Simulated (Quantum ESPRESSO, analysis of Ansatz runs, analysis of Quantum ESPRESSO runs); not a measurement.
# Ti on the Ga site in GaAs: charge-transition level against experiment (Quantum ESPRESSO), part 2 of 4

How near does this set-up come to the measured charge-transition level? Subject: Ti on the Ga site in GaAs. Set-up: QE: PBE, GBRV 1.5 PBE, 32-site cell, PBE lattice, k: the single point 1/4 1/4 1/4 then 2x2x2 shifted, dielectric constants 10.9 and 12.9 (handbook). The model is a cell of 32 host atoms with 1 Ga taken out and 1 Ti put in. The level is the Fermi energy at which two charge states have equal formation energy, after a correction for the images of the charge. Other potentials or another program check that the number doesn't hang on one set of files.

Quantum ESPRESSO 7.5; QE: PBE, GBRV 1.5 PBE, 32-site cell, PBE lattice, k: the single point 1/4 1/4 1/4 then 2x2x2 shifted, dielectric constants 10.9 and 12.9 (handbook).

So far: Starting point; Relaxation, charge +1.

**2. Relaxation, charge +1 (continued)**

Level of this step: Quantum ESPRESSO plane-wave DFT, PBE, GBRV 1.5 PBE potentials; relaxation of all atoms of a defect supercell (Quantum ESPRESSO).

Relaxation path:

| step | energy less that of the first step (eV) |
| --- | --- |
| 0 | 0.0000 |
| 1 | -0.1922 |
| 2 | -0.3180 |
| 3 | -0.3665 |
| 4 | -0.3705 |
| 5 | -0.3748 |
| 6 | -0.3798 |
| 7 | -0.3835 |
| 8 | -0.3847 |
| 9 | -0.3860 |
| 10 | -0.3877 |
| 11 | -0.3885 |
| 12 | -0.3890 |
| 13 | -0.3896 |
| 14 | -0.3901 |

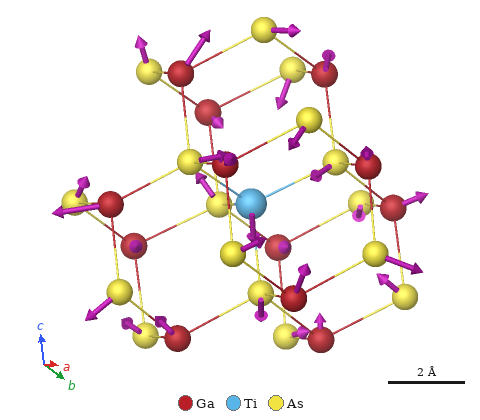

Displacements in the relaxation near the centre, exaggerated; the longest in the cell stands for 0.07 Å.

The atoms that moved most (Å):

```csv
atom,dx,dy,dz,length
Ga1,-0.033,-0.057,0.027,0.071
Ga10,-0.044,0.022,-0.044,0.066
Ga12,0.059,-0.023,0.009,0.064
Ga6,0.047,0.004,-0.042,0.063
Ga11,-0.010,0.008,-0.061,0.062
As32,0.021,0.056,0.008,0.060
Ga15,-0.029,0.002,0.048,0.056
As23,0.022,0.002,0.052,0.056
```

Final coordinates:

```xyz
32
Lattice="-5.7369 5.7369 -5.7369 5.7369 5.7369 5.7369 5.7369 -5.7369 -5.7369" Properties=species:S:1:pos:R:3 pbc="T T T"
Ga   -0.0125   -0.0117    0.0245
Ga    5.7229   -2.8857   -2.8484
Ga    5.7477   -0.0156   -0.0150
Ga    5.7517    2.8862    2.8886
Ga    2.8696   -2.8686   -5.7402
Ga    2.8832   -0.0163   -2.8780
Ti    2.8695    2.8680    0.0054
Ga    2.8905    5.7486    2.8902
Ga    0.0143    0.0120   -5.7157
Ga   -0.0095    2.8877   -2.8766
Ga   -0.0100    5.7498   -0.0110
Ga    5.7484    2.8487   -2.8756
Ga   -2.8658    2.8649   -5.7278
Ga   -2.8864    5.7226   -2.8509
Ga    2.8678    2.8675   -5.7296
Ga    2.8530    5.7539   -2.8787
As    4.2949   -4.2947   -4.3035
As    4.2966   -1.4440   -1.4256
As    4.3034    1.4342    1.4409
As    4.3019    4.2977    4.3190
As    1.4428   -1.4430   -4.3048
As    1.4351    1.4330   -1.4289
As    1.4354    4.3018    1.4406
As    7.1766    1.4354   -1.4267
As   -1.4334    1.4396   -4.2985
As   -1.4376    4.3020   -1.4271
As    4.2985    1.4356   -4.3050
As    4.3022    4.3033   -1.4307
As   -4.2995    4.2929   -4.3007
As    1.4385    1.4373   -7.1585
As    1.4392    4.3013   -4.3059
As    1.4395    7.1791   -1.4237
```

Neighbours of Ti7 at the end:

| atom | distance (Å) |
| --- | --- |
| As23 | 2.484 |
| As19 | 2.484 |
| As22 | 2.485 |
| As28 | 2.485 |
| Ga12 | 4.073 |
| Ga10 | 4.074 |
| Ga11 | 4.074 |
| Ga1 | 4.074 |
| Ga3 | 4.074 |
| Ga9 | 4.075 |
| Ga14 | 4.075 |
| Ga4 | 4.077 |
| Ga8 | 4.077 |
| Ga2 | 4.078 |
| Ga6 | 4.078 |
| Ga16 | 4.080 |

First to last step the energy falls by 0.390 eV; the largest move, 0.07 Å, is that of Ga1. Judged within 0.08 Å, the space group went from P1 to I-43m.

**3. Single point, charge +1**

The relaxed structure is kept, and the final numbers are taken at the final level and k-points.

This step: Quantum ESPRESSO plane-wave DFT, PBE, GBRV 1.5 PBE potentials; single point of a defect supercell.

Input file pw.in:

```
&CONTROL
  calculation = 'scf'
  prefix = 'pwscf'
  outdir = './tmp'
  pseudo_dir = './pseudo'
  tprnfor = .true.
  disk_io = 'low'
/
&SYSTEM
  ibrav = 0
  nat = 32
  ntyp = 3
  ecutwfc = 45
  ecutrho = 360
  nbnd = 192
  occupations = 'smearing'
  smearing = 'fd'
  degauss = 0.00073499
  tot_charge = 1
  nosym = .true.
/
&ELECTRONS
  conv_thr = 3d-08
  electron_maxstep = 100
  mixing_beta = 0.5
/
ATOMIC_SPECIES
Ga    69.7230 ga_pbe_v1.4.uspp.F.UPF
Ti    47.8670 ti_pbe_v1.4.uspp.F.UPF
As    74.9216 as_pbe_v1.uspp.F.UPF
CELL_PARAMETERS angstrom
  -5.7368700154    5.7368700154   -5.7368700154
   5.7368700154    5.7368700154    5.7368700154
   5.7368700154   -5.7368700154   -5.7368700154
ATOMIC_POSITIONS crystal
Ga    -0.0031542424   -0.0021108164   -0.0032267445
Ga    -0.0032475039    0.2472796376    0.7470412057
Ga    -0.0000505945    0.4995857729    0.5022550917
[... 2 atom lines left out ...]
Ga     0.2494094911    0.2498674522    0.5021237231
Ti     0.2494918461    0.5000611276    0.2496205198
[... 1 atom line left out ...]
Ga     0.4992043703    0.0022878442    0.4994004673
Ga     0.5023902120    0.2508480202    0.2498836251
Ga     0.5020854008    0.5002493157    0.0000870578
Ga     0.4989111159    0.7492876576    0.7516315150
[... 6 atom lines left out ...]
As    -0.0005836570    0.5000624954    0.2494828521
[... 2 atom lines left out ...]
As     0.2494303713    0.2499699072    0.2496195044
As     0.2493759622    0.5000277417   -0.0004533247
[... 4 atom lines left out ...]
As     0.4997500829    0.7500153019    0.4996590439
[... 3 atom lines left out ...]
As     0.7497789929    0.7511567121    0.2495371335
K_POINTS automatic
2 2 2 1 1 1
```

Input file pp_potential.in:

```
&INPUTPP
  prefix = 'pwscf'
  outdir = './tmp'
  filplot = 'potential.dat'
  plot_num = 11
/
&PLOT
  nfile = 1
  filepp(1) = 'potential.dat'
  iflag = 3
  output_format = 6
  fileout = 'potential.cube'
/
```

Run with:

```sh
> OMP_NUM_THREADS=1 mpirun -n 4 pw.x -nk 2 -in pw.in > pw.out
> OMP_NUM_THREADS=1 mpirun -n 4 pp.x -in pp_potential.in > pp_potential.out
```

The log of the run:

```text
[banner, memory and clock lines left out]
          URL

     bravais-lattice index     =            0
     lattice parameter (alat)  =      18.7774  a.u.
     unit-cell volume          =    5096.6126 (a.u.)^3
     number of atoms/cell      =           32
     number of atomic types    =            3
     number of electrons       =       376.00
     number of Kohn-Sham states=          192
     kinetic-energy cutoff     =      45.0000  Ry
     charge density cutoff     =     360.0000  Ry
     scf convergence threshold =      3.0E-08
     mixing beta               =       0.5000
     number of iterations used =            8  plain     mixing
     Exchange-correlation= SLA  PW   PBE  PBE
                           (   1   4   3   4   0   0   0)

     celldm(1)=  18.777359  celldm(2)=   0.000000  celldm(3)=   0.000000
     celldm(4)=   0.000000  celldm(5)=   0.000000  celldm(6)=   0.000000

     crystal axes: (cart. coord. in units of alat)
               a(1) = (  -0.577350   0.577350  -0.577350 )
               a(2) = (   0.577350   0.577350   0.577350 )
               a(3) = (   0.577350  -0.577350  -0.577350 )

     reciprocal axes: (cart. coord. in units 2 pi/alat)
               b(1) = (  0.000000  0.866025 -0.866025 )
               b(2) = (  0.866025  0.866025 -0.000000 )
               b(3) = (  0.866025  0.000000 -0.866025 )

     PseudoPot. # 1 for Ga read from file:
     ga_pbe_v1.4.uspp.F.UPF
     Pseudo is Ultrasoft + core correction, Zval = 19.0
     Generated by new atomic code, or converted to UPF format
     Using radial grid of  871 points,  6 beta functions with:
                l(1) =   0
                l(2) =   0
                l(3) =   1
                l(4) =   1
                l(5) =   2
                l(6) =   2
     Q(r) pseudized with  8 coefficients,  rinner =    1.250   1.250   1.250
                                                       1.250   1.250

     PseudoPot. # 2 for Ti read from file:
     ti_pbe_v1.4.uspp.F.UPF
     Pseudo is Ultrasoft + core correction, Zval = 12.0
     Generated by new atomic code, or converted to UPF format
     Using radial grid of  851 points,  6 beta functions with:
                l(1) =   0
                l(2) =   0
                l(3) =   1
                l(4) =   1
[...]
Q(r) pseudized with  6 coefficients,  rinner =    1.000   1.000   1.000
                                                       1.000   1.000

     PseudoPot. # 3 for As read from file:
     as_pbe_v1.uspp.F.UPF
     Pseudo is Ultrasoft + core correction, Zval =  5.0
     Generated by new atomic code, or converted to UPF format
     Using radial grid of  875 points,  6 beta functions with:
[...]
l(2) =   0
                l(3) =   1
                l(4) =   1
                l(5) =   2
                l(6) =   2
     Q(r) pseudized with  8 coefficients,  rinner =    1.300   1.300   1.300
                                                       1.300   1.300

     atomic species   valence    mass     pseudopotential
     Ga               19.00    69.72300     Ga( 1.00)
     Ti               12.00    47.86700     Ti( 1.00)
     As                5.00    74.92160     As( 1.00)

     No symmetry found

   Cartesian axes

     site n.     atom                  positions (alat units)
         1        Ga     tau(   1) = (  -0.0012605  -0.0011768   0.0024654  )
         2        Ga     tau(   2) = (   0.5759464  -0.2904124  -0.2866625  )
         3        Ga     tau(   3) = (   0.5784423  -0.0015703  -0.0015119  )
         4        Ga     tau(   4) = (   0.5788410   0.2904612   0.2907008  )
         5        Ga     tau(   5) = (   0.2887908  -0.2886903  -0.5776901  )
         6        Ga     tau(   6) = (   0.2901657  -0.0016436  -0.2896369  )
         7        Ti     tau(   7) = (   0.2887847   0.2886361   0.0005478  )
         8        Ga     tau(   8) = (   0.2908990   0.5785299   0.2908672  )
         9        Ga     tau(   9) = (   0.0014341   0.0012077  -0.5752239  )
        10        Ga     tau(  10) = (  -0.0009576   0.2906119  -0.2894983  )
        11        Ga     tau(  11) = (  -0.0010098   0.5786480  -0.0011103  )
        12        Ga     tau(  12) = (   0.5785096   0.2866932  -0.2893997  )
        13        Ga     tau(  13) = (  -0.2884119   0.2883238  -0.5764336  )
        14        Ga     tau(  14) = (  -0.2904849   0.5759108  -0.2869105  )
        15        Ga     tau(  15) = (   0.2886107   0.2885828  -0.5766232  )
        16        Ga     tau(  16) = (   0.2871239   0.5790600  -0.2897111  )
        17        As     tau(  17) = (   0.4322289  -0.4322137  -0.4331028  )
        18        As     tau(  18) = (   0.4323997  -0.1453232  -0.1434745  )
        19        As     tau(  19) = (   0.4330872   0.1443352   0.1450092  )
        20        As     tau(  20) = (   0.4329326   0.4325166   0.4346623  )
        21        As     tau(  21) = (   0.1451967  -0.1452240  -0.4332312  )
        22        As     tau(  22) = (   0.1444294   0.1442110  -0.1438064  )
        23        As     tau(  23) = (   0.1444521   0.4329302   0.1449756  )
        24        As     tau(  24) = (   0.7222454   0.1444601  -0.1435792  )
[...]
Davidson diagonalization with overlap
     ethr =  2.49E-04,  avg # of iterations = 10.2

     negative rho (up, down):  4.871E-04 0.000E+00

     total energy              =   -6994.89935928 Ry
     estimated scf accuracy    <       1.29955075 Ry

     iteration #  7     ecut=    45.00 Ry     beta= 0.50
     Davidson diagonalization with overlap
     ethr =  2.49E-04,  avg # of iterations =  7.2

     negative rho (up, down):  5.171E-04 0.000E+00

     total energy              =   -6995.04300945 Ry
     estimated scf accuracy    <       0.01330627 Ry

     iteration #  8     ecut=    45.00 Ry     beta= 0.50
     Davidson diagonalization with overlap
     ethr =  3.54E-06,  avg # of iterations =  9.2

     negative rho (up, down):  5.104E-04 0.000E+00

     total energy              =   -6995.04279133 Ry
     estimated scf accuracy    <       0.02967129 Ry

     iteration #  9     ecut=    45.00 Ry     beta= 0.50
     Davidson diagonalization with overlap
     ethr =  3.54E-06,  avg # of iterations =  6.8

     negative rho (up, down):  5.169E-04 0.000E+00

     total energy              =   -6995.04586548 Ry
     estimated scf accuracy    <       0.00156248 Ry

     iteration # 10     ecut=    45.00 Ry     beta= 0.50
     Davidson diagonalization with overlap
     ethr =  4.16E-07,  avg # of iterations =  4.8

     negative rho (up, down):  5.180E-04 0.000E+00

     total energy              =   -6995.04610763 Ry
     estimated scf accuracy    <       0.00003610 Ry

     iteration # 11     ecut=    45.00 Ry     beta= 0.50
     Davidson diagonalization with overlap
     ethr =  9.60E-09,  avg # of iterations =  7.0

     negative rho (up, down):  5.178E-04 0.000E+00

     total energy              =   -6995.04616609 Ry
     estimated scf accuracy    <       0.00003157 Ry

     iteration # 12     ecut=    45.00 Ry     beta= 0.50
     Davidson diagonalization with overlap
     ethr =  8.40E-09,  avg # of iterations =  4.2

     negative rho (up, down):  5.177E-04 0.000E+00

     total energy              =   -6995.04616742 Ry
     estimated scf accuracy    <       0.00000296 Ry

     iteration # 13     ecut=    45.00 Ry     beta= 0.50
     Davidson diagonalization with overlap
     ethr =  7.87E-10,  avg # of iterations =  5.0

     negative rho (up, down):  5.178E-04 0.000E+00

     total energy              =   -6995.04616816 Ry
     estimated scf accuracy    <       0.00000292 Ry

     iteration # 14     ecut=    45.00 Ry     beta= 0.50
     Davidson diagonalization with overlap
     ethr =  7.78E-10,  avg # of iterations =  2.0

     negative rho (up, down):  5.178E-04 0.000E+00

     total energy              =   -6995.04616813 Ry
     estimated scf accuracy    <       0.00000095 Ry

     iteration # 15     ecut=    45.00 Ry     beta= 0.50
     Davidson diagonalization with overlap
     ethr =  2.52E-10,  avg # of iterations =  5.0

     negative rho (up, down):  5.178E-04 0.000E+00

     End of self-consistent calculation

          k = 0.4330 0.4330-0.4330 ( 25972 PWs)   bands (ev):

   -87.5125 -87.5118 -87.5118 -87.5117 -87.5114 -87.5113 -87.5110 -87.5109
   -87.5106 -87.5104 -87.5102 -87.5100 -87.4994 -87.4990 -87.4986 -87.4984
   -87.4981 -87.4980 -87.4978 -87.4977 -87.4977 -87.4976 -87.4975 -87.4974
   -87.4971 -87.4970 -87.4970 -87.4968 -87.4968 -87.4965 -87.4964 -87.4964
   -87.4963 -87.4960 -87.4957 -87.4956 -87.4549 -87.4543 -87.4539 -87.4536
   -87.4534 -87.4530 -87.4527 -87.4527 -87.4523 -50.8134 -27.0761 -27.0756
   -27.0752  -7.9813  -7.9811  -7.9809  -7.9806  -7.9781  -7.9777  -7.9775
    -7.9773  -7.9768  -7.9631  -7.9629  -7.9627  -7.9327  -7.9298  -7.9296
    -7.9294  -7.8934  -7.8931  -7.8929  -7.8927  -7.8926  -7.8923  -7.8922
    -7.8920  -7.8817  -7.8814  -7.8799  -7.8795  -7.8794  -7.8785  -7.8783
[...]
k = 0.0000 0.4330 0.0000 ( 26027 PWs)   bands (ev):

[...]
k = 0.0000 0.0000-0.4330 ( 26027 PWs)   bands (ev):

[...]
k =-0.4330 0.0000 0.0000 ( 26027 PWs)   bands (ev):

[...]
2.1445   2.1851   3.1544   3.1642   3.2763   3.2765   3.4019   3.7777
     3.9523   3.9688   3.9693   4.3987   4.4103   4.4106   4.5018   4.5128
     4.5200   4.5204   4.5606   4.5609   4.6054   4.6077   4.7453   4.7750
     4.7753   5.1814   5.3884   5.4533   5.4838   5.4842   5.6063   5.6471
     5.6473   5.6870   6.0672   6.0676   7.2263   7.3934   7.6907   8.0032

     the Fermi energy is     6.6545 ev

!    total energy              =   -6995.04616823 Ry
     estimated scf accuracy    <       0.00000001 Ry
     smearing contrib. (-TS)   =       0.00000000 Ry
     internal energy E=F+TS    =   -6995.04616823 Ry

     The total energy is F=E-TS. E is the sum of the following terms:
     one-electron contribution =   -6270.09710584 Ry
     hartree contribution      =    3251.30552788 Ry
     xc contribution           =   -1250.48573012 Ry
     ewald contribution        =   -2725.76886015 Ry

     convergence has been achieved in  15 iterations

     negative rho (up, down):  5.178E-04 0.000E+00

     Forces acting on atoms (cartesian axes, Ry/au):

     atom    1 type  1   force =    -0.00038414   -0.00070395    0.00095135
     atom    2 type  1   force =    -0.00022267   -0.00085655    0.00024674
     atom    3 type  1   force =     0.00056669   -0.00024579   -0.00010301
     atom    4 type  1   force =     0.00057153    0.00053659    0.00033860
     atom    5 type  1   force =     0.00004163    0.00007500    0.00057809
     atom    6 type  1   force =     0.00092098   -0.00053203   -0.00075020
     atom    7 type  2   force =     0.00000885   -0.00000618   -0.00004951
     atom    8 type  1   force =     0.00019340    0.00042552    0.00011921
     atom    9 type  1   force =     0.00070949    0.00023138    0.00105948
     atom   10 type  1   force =    -0.00056895    0.00059573   -0.00055742
[...]
atom   28 type  3   force =     0.00147670    0.00172483   -0.00157673
     atom   29 type  3   force =    -0.00068163    0.00222573    0.00093542
     atom   30 type  3   force =    -0.00081517   -0.00062052   -0.00220542
     atom   31 type  3   force =    -0.00082825    0.00073390    0.00215149
     atom   32 type  3   force =    -0.00057086   -0.00236658   -0.00102523

     Total force =     0.010828     Total SCF correction =     0.000224
```

Elapsed: 9.5 min, on 4 MPI ranks of Arm Neoverse V1, shared host; peak memory 3.3 GiB.

(Continued in part 3 of 4.)

[Logs are printed without paths, hosts, clocks, repeated set-up lines and the standing remarks that a program may print on its own settings, such as how far it seeks lower states.]

[Hosts, paths, dates, database ids (printed as entryN), source tags and the programs' standing remarks are cut or masked in the printed files.]

[For some hosts the program warned that the k-mesh of the response run may be too coarse for force constants and the static dielectric constant; such warnings are not shown here.]
